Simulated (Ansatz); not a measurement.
**NbN: geometry relaxation**

NbN (2 atoms in the cell), computed with DFT PBEsol, scalar-relativistic, plane waves, PAW, no spin polarisation (Ansatz 0.2.0).

The structure derives from an entry of the Crystallography Open Database.

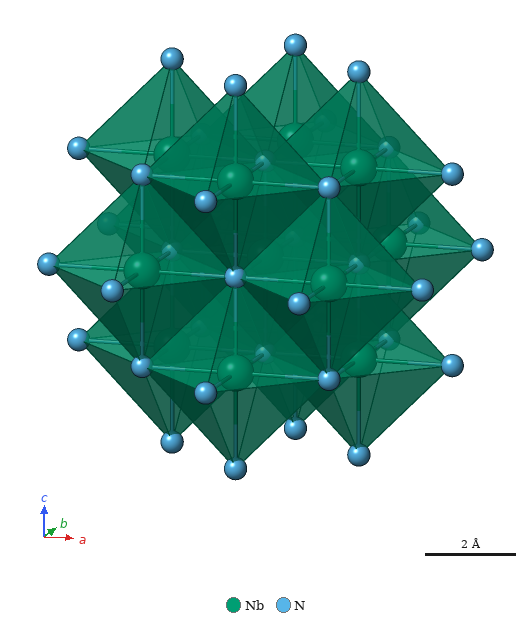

Figure 1. The input geometry (polyhedral view of the cell 4 times as large as that of the calculation, set on its symmetry axes, seen slightly off an axis; polyhedra are completed across the faces of the cell). An atom can appear more than once, as a periodic image.

## Results in brief

| quantity | value |
| --- | --- |
| outcome | converged |
| space group (tolerance 0.01 Å) | Fm-3m (225) |
| electrons treated | 18 |
| free energy | −4876.2503 eV |
| Fermi energy | 20.672 eV |
| gap on the k-point mesh | none (metallic) |
| pressure | −0.03 GPa |
| final volume | 21.01 Å³ |
| largest force (length of the vector) at the end | under 0.001 eV/Å |
| final cell | a = 3.097 Å, b = 3.097 Å, c = 3.097 Å, α = 60.00°, β = 60.00°, γ = 60.00° |
| hardware | 4 threads of AMD EPYC (Zen 5), 32 GiB of memory available, shared host |
| wall time | 1.4 s (CPU time 4.8 s) |
| peak memory | 0.43 GiB |

## The input
```yaml
crystal:
  lattice:
    - [0.0, 2.1945, 2.1945]
    - [2.1945, 0.0, 2.1945]
    - [2.1945, 2.1945, 0.0]
  atoms:
    - { symbol: Nb, position: [0.5, 0.5, 0.5] }
    - { symbol: "N", position: [0.0, 0.0, 0.0] }
basis:
  ecutwfc: 420
kpoints:
  mp_grid: { grid: [16, 16, 16] }
hamiltonian:
  xc: pbesol
scf:
  occupations: { method: gaussian, width: 0.1 }
output:
  forces: true
  stress: true
  eigenvalues: true
  write_density: true
  write_potential: true
  elf: true
  volumetric_format: npy
relax:
  adjacent_minimum: "off"
  f_tol: 0.005
  max_steps: 80
  cell: { stress_tol: 0.05 }
```

Run as:
```bash
ansatz run input.yaml --threads 4 --pin off --max-ram 10240MiB --backend cpu --events-out ev --progress --plain --runs-dir out
```

## The program's output
```
Engine: ansatz 0.2.0, x86_64-unknown-linux-gnu
Pseudopotentials: kind: paw
Pseudopotential: Nb, paw, valence charge 13, recommended cutoff 420 eV (normal), Nb.paw.azcp
Pseudopotential: N, paw, valence charge 5, recommended cutoff 420 eV (normal), N.paw.azcp
Functional definition: PBEsol
  exchange = pbesol_x
  correlation = pbesol_c
Crystal: 2 atoms, lattice volume = 21.137 Å³
Basis set: ecut = 420 eV, 411 PW (Γ), exchange–correlation on 48×48×48 points (8 copies of the dense FFT grid, shifted against one another)
Bands: 13, of which v1, the nominal top of the filled ones, is band 9 counted from 1 (8 counted from 0)
Symmetry: 48 space group operations
Space group: Fm-3m (ITA 225), of the structure as read, at distance tolerance 2.8e-5 Å
k-points: 145 of 4096
Non-local potential: Nb, projectors of the file, l = 0: 3, l = 1: 2, l = 2: 2, l = 3: 1
Non-local potential: N, projectors of the file, l = 0: 2, l = 1: 2, l = 2: 1
PAW form: soft (Blöchl's): semilocal exchange-correlation on the pseudo side does not see the compensation charge
PAW frozen core: Nb, regenerated for the run's functional, and the local potential with it (the file was generated under x = pbe(κ = 0.804, μ = 0.2195149727645171), c = pbe(β = 0.06672455060314922))
PAW frozen core: N, regenerated for the run's functional, and the local potential with it (the file was generated under x = pbe(κ = 0.804, μ = 0.2195149727645171), c = pbe(β = 0.06672455060314922))
PAW one-centre angular grid: Nb, 590 points (default); XC on 64 Gauss nodes
PAW one-centre angular grid: N, 110 points (default); XC on 64 Gauss nodes
Initial density: superposition of atomic densities (neutral atoms: chi_scale 0, normalization atom), corrected by the library's trained network
Initial wavefunctions: pseudopotential atomic-orbital guess
Functional: x = pbesol(κ = 0.804, μ = 0.12345679012345678), c = pbesol(β = 0.046)
SCF iter   1: F=—  HF=-4876.256611 eV  |F-HF|=—  |Δ(HF+E_count)|=         —  Δρ=1.16e-2  dr2=2.72e-2  ethr=1.77e-3  ⟨swp⟩=5.1  Hψ=21886  notcnv=0  defer=16
automatic band count: the SCF goes on with 17 bands, as 13 were too few: the levels above may hold too much charge
preconditioner: auto → none  [metal: Δε(μ)=0.016 eV  Ē_g=14.985 eV  σ=0.100 eV  W_gap=0.09  n_scr=8 (ndim 8)  ℏωp=25.5 eV  f_vac=0.000  D(μ)=1.28/eV (n_scr^D=14)  sad-step TF]
SCF iter   2: F=—  HF=-4876.252489 eV  |F-HF|=—  |Δ(HF+E_count)|=   4.12e-3  Δρ=7.44e-3  dr2=1.23e-2  ethr=1.51e-4  ⟨swp⟩=1.0  Hψ=3625  notcnv=0  defer=17
SCF iter   3: F=—  HF=-4876.249563 eV  |F-HF|=—  |Δ(HF+E_count)|=   2.93e-3  Δρ=7.80e-4  dr2=7.40e-5  ethr=6.82e-5  ⟨swp⟩=2.1  Hψ=2558  notcnv=0  defer=18
SCF iter   4: F=—  HF=-4876.249537 eV  |F-HF|=—  |Δ(HF+E_count)|=   2.53e-5  Δρ=1.25e-4  dr2=2.84e-6  ethr=4.11e-7  ⟨swp⟩=2.2  Hψ=3333  notcnv=0  defer=18
iter 5 did not close the SCF: its close was put off for the readings that it lacked (scf_convergence_deferred on its scf_iter line)
SCF iter   5: F=-4876.249537 eV  HF=-4876.249537 eV  |F-HF|=1.81e-8  |Δ(HF+E_count)|=   3.81e-7  Δρ=1.38e-5  dr2=2.58e-8  ethr=1.58e-8  ⟨swp⟩=2.2  Hψ=2534  notcnv=0  defer=18
SCF iter   6: F=-4876.249537 eV  HF=-4876.249537 eV  |F-HF|=7.91e-11  |Δ(HF+E_count)|=   6.14e-9  Δρ=1.14e-6  dr2=5.07e-11  ethr=1.43e-10  ⟨swp⟩=8.2  Hψ=14207  notcnv=0
SCF 1 converged in 6 iterations: F = -4876.249537 eV  dr2 = 5.07e-11
  greatest PAW one-centre occupation: 0.998 electrons in one spin orbital (limit 2), on the Nb atom at site 0 (counted from 0), in its partial waves of l = 0
relax step   1: F+E_penalty+E_count = -4876.24953703 eV  Δ(F+E_penalty+E_count) = +0.000e0 eV  max|allowed force component| = 1.561e-29 eV/Å  Δτ_max = 0.0000 Å  P = -1.945 GPa  Ω = 21.137 Å³  (6 SCF iters, dr2 threshold 1.00e-7 eV, accepted)
Crystal: 2 atoms, lattice volume = 20.972 Å³
Bands: 17, of which v1, the nominal top of the filled ones, is band 9 counted from 1 (8 counted from 0)
Initial density: handed on by an earlier stage of this run
Initial wavefunctions: those handed on with the density
iter 1 solved again at ethr=3.84e-6 eV; its pass at ethr=3.10e-3 eV (dr2=6.91e-4 eV) is discarded
SCF iter   1: F=—  HF=-4876.250805 eV  |F-HF|=—  |Δ(HF+E_count)|=         —  Δρ=1.73e-3  dr2=6.67e-4  ethr=3.84e-6  ⟨swp⟩=1.6  Hψ=12474  notcnv=0
preconditioner: auto → none  [metal: Δε(μ)=0.013 eV  Ē_g=15.122 eV  σ=0.100 eV  W_gap=0.07  n_scr=8 (ndim 8)  ℏωp=25.6 eV  f_vac=0.000  D(μ)=1.23/eV (n_scr^D=14)]
SCF iter   2: F=—  HF=-4876.250682 eV  |F-HF|=—  |Δ(HF+E_count)|=   1.23e-4  Δρ=7.37e-4  dr2=1.37e-4  ethr=3.71e-6  ⟨swp⟩=1.0  Hψ=2465  notcnv=0
SCF iter   3: F=—  HF=-4876.250651 eV  |F-HF|=—  |Δ(HF+E_count)|=   3.04e-5  Δρ=8.21e-5  dr2=9.03e-7  ethr=7.60e-7  ⟨swp⟩=1.1  Hψ=2537  notcnv=0
iter 4 did not close the SCF: its close was put off for the readings that it lacked (scf_convergence_deferred on its scf_iter line)
SCF iter   4: F=-4876.250651 eV  HF=-4876.250651 eV  |F-HF|=8.83e-9  |Δ(HF+E_count)|=   4.19e-8  Δρ=1.35e-5  dr2=2.30e-8  ethr=5.02e-9  ⟨swp⟩=2.4  Hψ=3261  notcnv=0
iter 5 did not close the SCF: its close was put off for the readings that it lacked (scf_convergence_deferred on its scf_iter line)
SCF iter   5: F=-4876.250651 eV  HF=-4876.250651 eV  |F-HF|=7.28e-11  |Δ(HF+E_count)|=  7.97e-10  Δρ=1.34e-6  dr2=6.85e-11  ethr=1.28e-10  ⟨swp⟩=2.5  Hψ=3783  notcnv=0
SCF iter   6: F=-4876.250651 eV  HF=-4876.250651 eV  |F-HF|=0.00e0  |Δ(HF+E_count)|=  8.19e-11  Δρ=8.34e-8  dr2=6.63e-13  ethr=1.00e-12  ⟨swp⟩=4.0  Hψ=8911  notcnv=0
SCF 2 converged in 6 iterations: F = -4876.250651 eV  dr2 = 6.63e-13
relax step   2: F+E_penalty+E_count = -4876.25065114 eV  Δ(F+E_penalty+E_count) = -1.114e-3 eV  max|allowed force component| = 8.710e-31 eV/Å  Δτ_max = 0.0000 Å  P = +0.672 GPa  Ω = 20.972 Å³  energy of the carried Pulay correction = +4.509e-4 eV  (6 SCF iters, dr2 threshold 2.00e-7 eV, accepted)
Crystal: 2 atoms, lattice volume = 21.014 Å³
iter 1 solved again at ethr=2.57e-7 eV; its pass at ethr=3.10e-3 eV (dr2=4.63e-5 eV) is discarded
SCF iter   1: F=—  HF=-4876.250634 eV  |F-HF|=—  |Δ(HF+E_count)|=         —  Δρ=4.48e-4  dr2=4.46e-5  ethr=2.57e-7  ⟨swp⟩=1.0  Hψ=11860  notcnv=0
preconditioner: auto → none  [metal: Δε(μ)=0.011 eV  Ē_g=15.092 eV  σ=0.100 eV  W_gap=0.06  n_scr=8 (ndim 8)  ℏωp=25.6 eV  f_vac=0.000  D(μ)=1.24/eV (n_scr^D=14)]
SCF iter   2: F=—  HF=-4876.250625 eV  |F-HF|=—  |Δ(HF+E_count)|=   9.12e-6  Δρ=1.91e-4  dr2=9.18e-6  ethr=2.48e-7  ⟨swp⟩=1.0  Hψ=2465  notcnv=0
iter 3 did not close the SCF: its close was put off for the readings that it lacked (scf_convergence_deferred on its scf_iter line)
SCF iter   3: F=-4876.250623 eV  HF=-4876.250623 eV  |F-HF|=2.93e-8  |Δ(HF+E_count)|=   1.98e-6  Δρ=2.13e-5  dr2=6.17e-8  ethr=5.10e-8  ⟨swp⟩=1.1  Hψ=2524  notcnv=0
iter 4 did not close the SCF: its close was put off for the readings that it lacked (scf_convergence_deferred on its scf_iter line)
SCF iter   4: F=-4876.250623 eV  HF=-4876.250623 eV  |F-HF|=5.89e-10  |Δ(HF+E_count)|=   3.18e-9  Δρ=3.48e-6  dr2=1.54e-9  ethr=3.43e-10  ⟨swp⟩=2.4  Hψ=3202  notcnv=0
iter 5 did not close the SCF: its close was put off for the readings that it lacked (scf_convergence_deferred on its scf_iter line)
SCF iter   5: F=-4876.250623 eV  HF=-4876.250623 eV  |F-HF|=5.46e-12  |Δ(HF+E_count)|=  7.19e-11  Δρ=3.44e-7  dr2=4.52e-12  ethr=8.56e-12  ⟨swp⟩=2.6  Hψ=3789  notcnv=0
SCF iter   6: F=-4876.250623 eV  HF=-4876.250623 eV  |F-HF|=0.00e0  |Δ(HF+E_count)|=  5.46e-12  Δρ=2.14e-8  dr2=4.19e-14  ethr=1.00e-12  ⟨swp⟩=3.2  Hψ=8200  notcnv=0
SCF 3 converged in 6 iterations: F = -4876.250623 eV  dr2 = 4.19e-14
relax step   3: F+E_penalty+E_count = -4876.25062289 eV  Δ(F+E_penalty+E_count) = +2.824e-5 eV  max|allowed force component| = 4.898e-30 eV/Å  Δτ_max = 0.0000 Å  P = -0.006 GPa  Ω = 21.014 Å³  energy of the carried Pulay correction = +3.354e-4 eV  (6 SCF iters, dr2 threshold 2.00e-7 eV, accepted)
Initial wavefunctions: pseudopotential atomic-orbital guess (no wavefunctions were taken with the density)
iter 1 solved again at ethr=5.02e-8 eV; its pass at ethr=3.10e-3 eV (dr2=9.04e-6 eV) is discarded
SCF iter   1: F=—  HF=-4876.250346 eV  |F-HF|=—  |Δ(HF+E_count)|=         —  Δρ=2.71e-5  dr2=2.67e-8  ethr=5.02e-8  ⟨swp⟩=3.0  Hψ=17914  notcnv=0
preconditioner: auto → none  [metal: Δε(μ)=0.010 eV  Ē_g=15.094 eV  σ=0.100 eV  W_gap=0.06  n_scr=8 (ndim 8)  ℏωp=25.6 eV  f_vac=0.000  D(μ)=1.24/eV (n_scr^D=14)]
SCF iter   2: F=—  HF=-4876.250346 eV  |F-HF|=—  |Δ(HF+E_count)|=   2.06e-7  Δρ=1.25e-5  dr2=4.14e-9  ethr=1.48e-10  ⟨swp⟩=2.2  Hψ=3435  notcnv=0
SCF iter   3: F=—  HF=-4876.250346 eV  |F-HF|=—  |Δ(HF+E_count)|=   6.14e-9  Δρ=1.37e-6  dr2=5.55e-11  ethr=2.30e-11  ⟨swp⟩=2.0  Hψ=3079  notcnv=0
iter 4 did not close the SCF: its close was put off for the readings that it lacked (scf_convergence_deferred on its scf_iter line)
SCF iter   4: F=-4876.250346 eV  HF=-4876.250346 eV  |F-HF|=9.09e-13  |Δ(HF+E_count)|=  9.64e-11  Δρ=1.25e-7  dr2=1.93e-12  ethr=1.00e-12  ⟨swp⟩=1.1  Hψ=2594  notcnv=0
iter 5 did not close the SCF: its close was put off for the readings that it lacked (scf_convergence_deferred on its scf_iter line)
SCF iter   5: F=-4876.250346 eV  HF=-4876.250346 eV  |F-HF|=9.09e-13  |Δ(HF+E_count)|=  2.73e-12  Δρ=2.37e-8  dr2=5.18e-14  ethr=1.00e-12  ⟨swp⟩=1.0  Hψ=2465  notcnv=0
iter 6 did not close the SCF: its close was put off for the readings that it lacked (scf_convergence_deferred on its scf_iter line)
SCF iter   6: F=-4876.250346 eV  HF=-4876.250346 eV  |F-HF|=0.00e0  |Δ(HF+E_count)|=  9.09e-13  Δρ=3.28e-9  dr2=2.53e-15  ethr=1.00e-12  ⟨swp⟩=1.0  Hψ=2465  notcnv=0
iter 7 did not close the SCF: its close was put off for the readings that it lacked (scf_convergence_deferred on its scf_iter line)
SCF iter   7: F=-4876.250346 eV  HF=-4876.250346 eV  |F-HF|=0.00e0  |Δ(HF+E_count)|=  9.09e-13  Δρ=8.18e-10  dr2=1.06e-16  ethr=1.00e-12  ⟨swp⟩=1.0  Hψ=2465  notcnv=0
SCF iter   8: F=-4876.250346 eV  HF=-4876.250346 eV  |F-HF|=9.09e-13  |Δ(HF+E_count)|=  9.09e-13  Δρ=1.13e-10  dr2=2.94e-18  ethr=1.00e-12  ⟨swp⟩=1.2  Hψ=5577  notcnv=0
SCF 4 converged in 8 iterations: F = -4876.250346 eV  dr2 = 2.94e-18
relax step   4: F+E_penalty+E_count = -4876.25034595 eV  Δ(F+E_penalty+E_count) = +2.769e-4 eV  max|allowed force component| = 1.113e-29 eV/Å  Δτ_max = 0.0000 Å  P = -0.030 GPa  Ω = 21.014 Å³  stress off target by 3.03e-2 GPa  SCF on the basis re-selected at this cell (its energy is not comparable with the rows above)  (8 SCF iters)
```

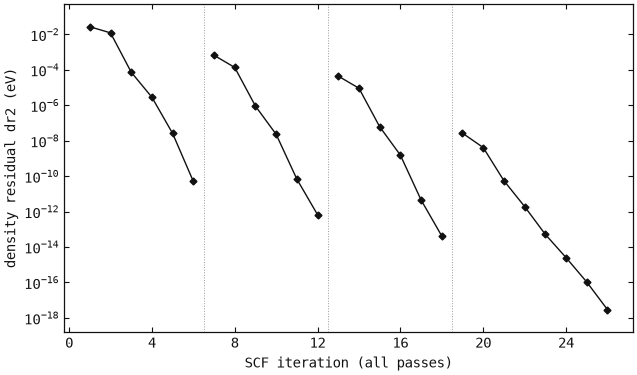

Figure 2. Convergence of the self-consistent field: density residual dr2 against the SCF iteration. The dotted lines part the SCF passes of the relaxation: geometry steps, rejected trials and re-solves on a re-selected basis. The passes take 6, 6, 6 and 8 iterations.

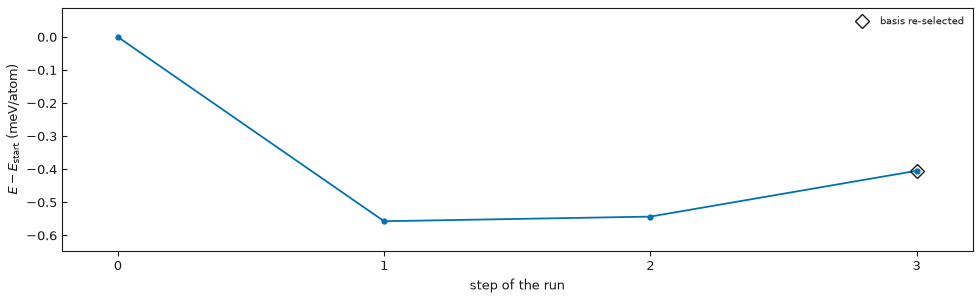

Figure 3. Progress of the relaxation, step by step (the first geometry is step 0 here and step 1 in the log). After 2 geometry steps the energy has fallen by 0.5 meV per atom. All forces vanish by symmetry, so only the cell relaxes. The pressure goes from −1.94 to −0.03 GPa. The atoms keep their places relative to the cell (all moves are under 0.005 Å). The volume changes by −0.6 %, with a = b = c 4.389 → 4.380 Å (−0.2 %). Distances before and after: Nb1–N2 2.195 → 2.190 Å. The space group stays Fm-3m (No. 225). A last SCF at the same geometry on a re-selected plane-wave basis shifts the energy by +0.1 meV per atom. (Atoms are counted from 1 in the order of the input.)

```
basis re-selected at this cell: Δ(F+E_penalty+E_count) = +2.769e-4 eV, ΔP = -0.024 GPa vs the last step (what re-selecting the basis moved, of the pressure what is left beyond the Pulay correction that the steps carried, after the strain that the cell walked since its last selection, with what the two solves' SCF thresholds leave and, on support functions, any second-order correction that the steps lacked; it is no measure of the basis error at this ecutwfc). This SCF's stress stands 3.03e-2 GPa from its target on what of the cell is left free (relax.cell.stress_tol is 5.00e-2 GPa) and its largest allowed force component is 1.11e-29 eV/Å (relax.f_tol is 5.00e-3 eV/Å): within both
SCF converged after 8 iterations
Free energy (F): -4876.250346 eV
Harris-Foulkes:  -4876.250346 eV  (|F-HF|=9.09e-13)
Internal energy: -4876.244157 eV  (E = F + TS)
E sigma→0 (E₀):  -4876.247251 eV
Entropy (-TS):   -0.006189 eV (-3.095 meV/atom)
Fermi energy:    20.671745 eV
--- Per-component energies (eV) ---
  E_band       = -8.284040
  E_kinetic    = 528.798803
  E_local      = -716.567406  (includes V_loc(G=0)·N_el)
  E_nonlocal   = 165.566616
  E_hartree    = 215.971201
  E_xc         = -235.788050
  E_vxc        = -290.946300  (∫ρ·V_xc dr)
  E_paw        = -3139.670295  (= ΣΔE_a)
  E_vpaw       = -127.078251  (= ΣTr[D̂ρ^β])
  E_aug_tail   = 0.000096  (compensation charges beyond the density's cutoff)
  E_ewald      = -1694.771931
  E_core_change = 0.216808  (= ΣΔE_core)
  E_smearing   = -0.006189  (= −TS)
  E_closure    = -0.000000  (closes the sum)
  Σ components = -4876.250346   (vs F -4876.250346, Δ=0.00e0)
--- Forces (eV/Å), atoms counted from 1 ---
  atom   1  Nb     0.00000000    -0.00000000     0.00000000
  atom   2  N     -0.00000000     0.00000000     0.00000000
  max |Σ_I F_I| component: 2.40e-29 eV/Å
--- Stress (GPa, compression-positive) ---
       -0.030283      -0.000000      -0.000000
       -0.000000      -0.030283       0.000000
       -0.000000      -0.000000      -0.030283
  P = ⅓ Tr σ = -0.0303 GPa (-0.303 kbar)
--- Band table (eV; the first three rows and the last of 145) ---
  k-point 0: bands = ["-35.5928", "-11.2759", "-11.2759", "-11.2759", "3.0431", "17.3144", "17.3144", "17.3144", "18.6156", "18.6156", "18.6156", "20.5015", "20.5015", "23.9526", "29.9457", "43.5030", "43.5030"]
  k-point 1: bands = ["-35.5874", "-11.3220", "-11.2796", "-11.2796", "3.1320", "16.8263", "16.9371", "16.9371", "18.7689", "18.7689", "18.8847", "20.9185", "20.9185", "24.1884", "30.2100", "42.5562", "43.0008"]
  k-point 2: bands = ["-35.5719", "-11.4515", "-11.2900", "-11.2900", "3.3867", "15.8767", "16.2026", "16.2026", "19.1028", "19.1028", "19.2836", "21.8866", "21.8866", "24.8032", "30.9347", "40.8775", "41.6720"]
  k-point 144: bands = ["-35.4015", "-11.9160", "-11.9160", "-11.6754", "4.4163", "13.9089", "14.6037", "14.6037", "20.5610", "20.5610", "23.5559", "24.2130", "25.3041", "32.4838", "32.5741", "32.5741", "36.7567"]
--- Relaxed structure (3 steps of the walk, 3 accepted, 1 SCFs on fresh bases) ---
  F+E_penalty+E_count = -4876.25034595 eV   max|allowed force component| = 1.113e-29 eV/Å   (the final SCF, on the basis selected at the relaxed cell)
  cell:  # Å, volume = 21.0141 Å³
    - [-1.7579033513489784e-33, 2.1902482605174143, 2.1902482605174143]
    - [2.1902482605174143, -6.878752244409046e-34, 2.1902482605174143]
    - [2.1902482605174143, 2.1902482605174143, -5.350140634540369e-34]
  atoms:
    - { symbol: Nb, position: [0.5, 0.5, 0.5] }
    - { symbol: N, position: [-3.999555473266486e-37, 1.8283682163595532e-36, 1.714095202836919e-36] }
```

## Trajectory as extended XYZ (Å, eV, eV/Å), 4 frames, from step=1 to step=4
```
2
Lattice="0.0000 2.1945 2.1945 2.1945 0.0000 2.1945 2.1945 2.1945 0.0000" Properties=species:S:1:pos:R:3:forces:R:3 step=1 energy=-4876.24954 pressure_GPa=-1.94
Nb    2.1945    2.1945    2.1945    0.0000   0.0000   0.0000
N     0.0000    0.0000    0.0000    0.0000   0.0000   0.0000
2
Lattice="0.0000 2.1888 2.1888 2.1888 0.0000 2.1888 2.1888 2.1888 0.0000" Properties=species:S:1:pos:R:3:forces:R:3 step=2 energy=-4876.25065 pressure_GPa=0.67
Nb    2.1888    2.1888    2.1888    0.0000   0.0000   0.0000
N     0.0000    0.0000    0.0000    0.0000   0.0000   0.0000
2
Lattice="0.0000 2.1902 2.1902 2.1902 0.0000 2.1902 2.1902 2.1902 0.0000" Properties=species:S:1:pos:R:3:forces:R:3 step=3 energy=-4876.25062 pressure_GPa=-0.01
Nb    2.1902    2.1902    2.1902    0.0000   0.0000   0.0000
N     0.0000    0.0000    0.0000    0.0000   0.0000   0.0000
2
Lattice="0.0000 2.1902 2.1902 2.1902 0.0000 2.1902 2.1902 2.1902 0.0000" Properties=species:S:1:pos:R:3:forces:R:3 step=4 energy=-4876.25035 pressure_GPa=-0.03
Nb    2.1902    2.1902    2.1902    0.0000   0.0000   0.0000
N     0.0000    0.0000    0.0000    0.0000   0.0000   0.0000
```

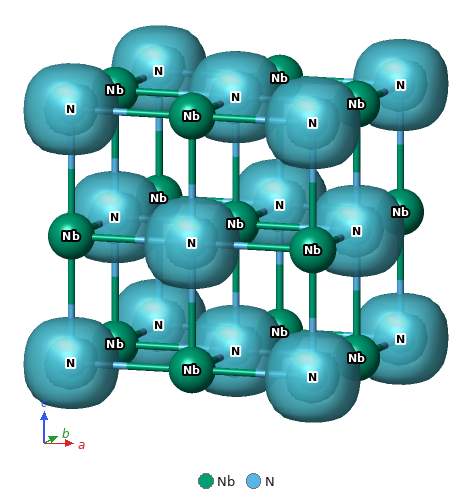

Figure 4. Isosurface of the electron localisation function at 0.7 (cyan), seen slightly off an axis. Only the valence region is drawn (cores and ρ < 0.01 e/Å³ removed). Sticks mark near contacts. The outline is the cell set on symmetry axes. Along the contacts the grid gives the following. Nb–N (2.19 Å): the ELF peaks at about 0.80 in the valence shell of N, 0.6 Å from its nucleus, and drops to about 0.15 between the two atoms; no shared pair; the contact is polar. Core electrons are frozen (PAW), so the fields are smoothed inside the atomic spheres.

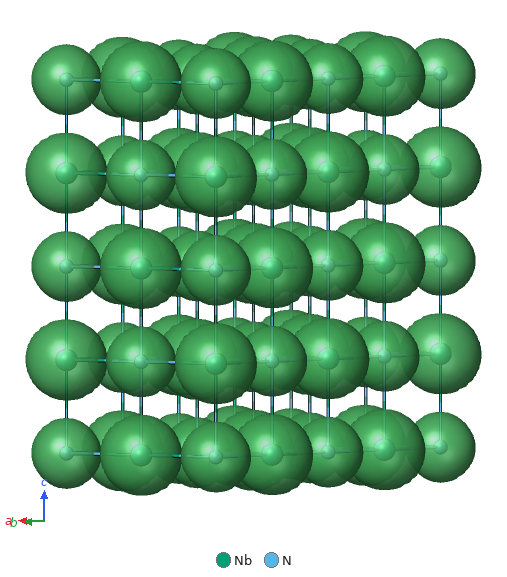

Figure 5. Isosurface of the valence charge density (pseudo) at 0.8 e/Å³ (green), seen at an oblique angle. Sticks mark near contacts. The outline is the cell set on symmetry axes. At this value the density breaks into separate islands; it holds about 70 % of the electrons treated as valence (semicore included). It is pinched off along the Nb–N (2.19 Å) contacts. On the grid the lowest density along these lines, outside the cores, is 0.55 e/Å³ (Nb–N, 2.19 Å).
